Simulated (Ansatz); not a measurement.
**TiAl3: density, localisation and related maps**

```cif
data_structure
_symmetry_space_group_name_H-M 'P 1'
_symmetry_Int_Tables_number 1
_cell_length_a 5.5942
_cell_length_b 5.5942
_cell_length_c 6.8514
_cell_angle_alpha 90.000
_cell_angle_beta 90.000
_cell_angle_gamma 120.000
_cell_volume 185.69
loop_
_atom_site_label
_atom_site_type_symbol
_atom_site_fract_x
_atom_site_fract_y
_atom_site_fract_z
_atom_site_occupancy
Ti1 Ti 0.00000 0.00000 0.02189 1
Ti2 Ti 0.66667 0.33333 0.35523 1
Ti3 Ti 0.33333 0.66667 0.68856 1
Al1 Al 0.50000 0.00000 0.00000 1
Al2 Al 0.16667 0.33333 0.33333 1
Al3 Al 0.83333 0.66667 0.66667 1
Al4 Al 0.50000 0.50000 0.00000 1
Al5 Al 0.16667 0.83333 0.33333 1
Al6 Al 0.83333 0.16667 0.66667 1
Al7 Al 0.00000 0.50000 0.00000 1
Al8 Al 0.66667 0.83333 0.33333 1
Al9 Al 0.33333 0.16667 0.66667 1
```

Space group R3m; a structure from a database of computed crystals, not necessarily the ambient phase; changed on purpose from its base cell (atom 1 (Ti) moved +0.150 A along Cartesian [1 1 1]); not relaxed (largest force 1.5 eV/Å); computed without spin polarisation.

Computed with Ansatz 0.2.0, DFT r2SCAN, scalar-relativistic, plane waves, PAW.

In a PAW calculation such maps are meaningful between the atoms, not at the nuclei.

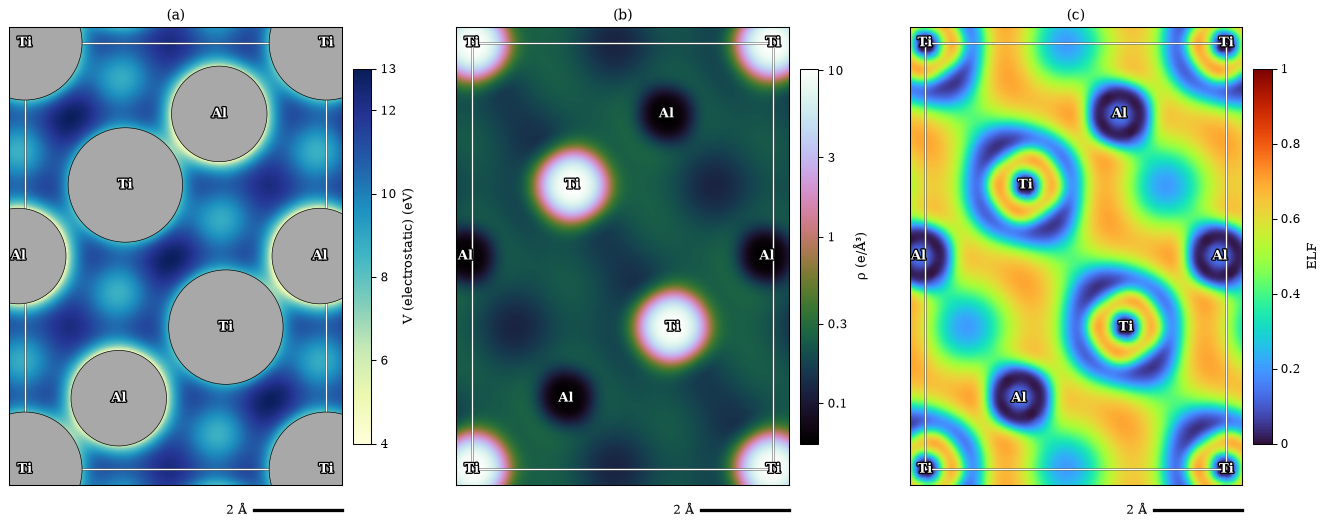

Figure 1. (a) electrostatic potential energy of an electron; (b) valence pseudo-density; (c) ELF on the (110) plane of the conventional cell. Grey discs cover the atomic cores in the potential map.

**Interpret the plot.**

Atoms in the plane: Ti and Al.
Ti–Al (2.68 Å): ρ is about 0.25 e/Å³ halfway; the ELF is about 0.35 at the midpoint.
Ti–Al (2.92 Å): ρ is about 0.18 e/Å³ halfway; the ELF is about 0.35 at the midpoint.
Between the atoms the lowest density in this plane is 0.12 e/Å³.
The features right at Ti lie inside the PAW spheres, where the map follows smoothed inner orbitals and isn't to be read closely.
Outside the cores the potential energy rises away from the atoms and is highest about 2.0 Å from the nearest atoms; its zero is arbitrary.

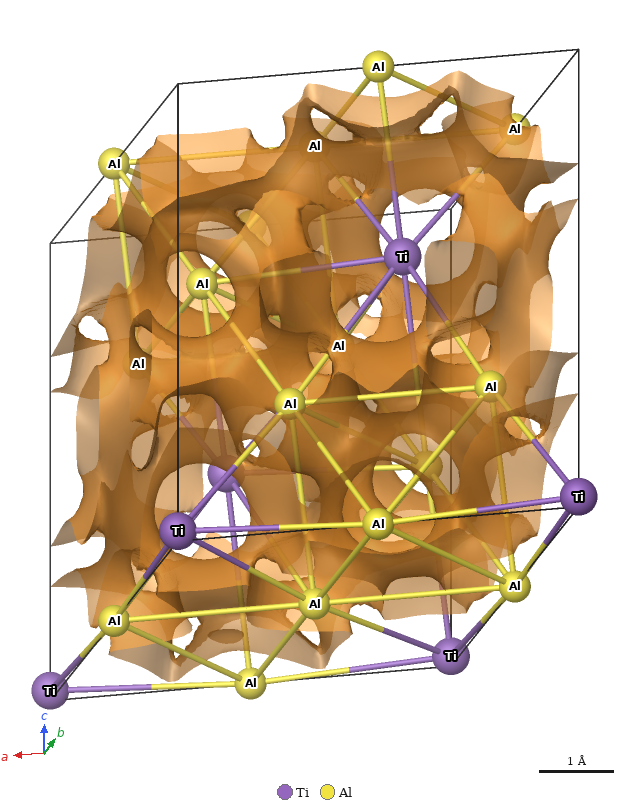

Figure 2. Isosurface of the ELF at 0.6 (orange), seen at an oblique angle. Core shells and regions of very low density are left out. Sticks mark near contacts.

**Identify the bonds, lone pairs and shells in this picture.**

The ELF exceeds this value in one network that runs through the whole crystal, counted in one cell of 12 atoms. Any copies at cell faces, edges or corners count once. Profiles from the grid: Al–Al (2.80 Å): the ELF peaks at about 0.70 between the atoms.

**Does the calculation give a band gap?**

It is gapless in this calculation (a metal or semimetal).
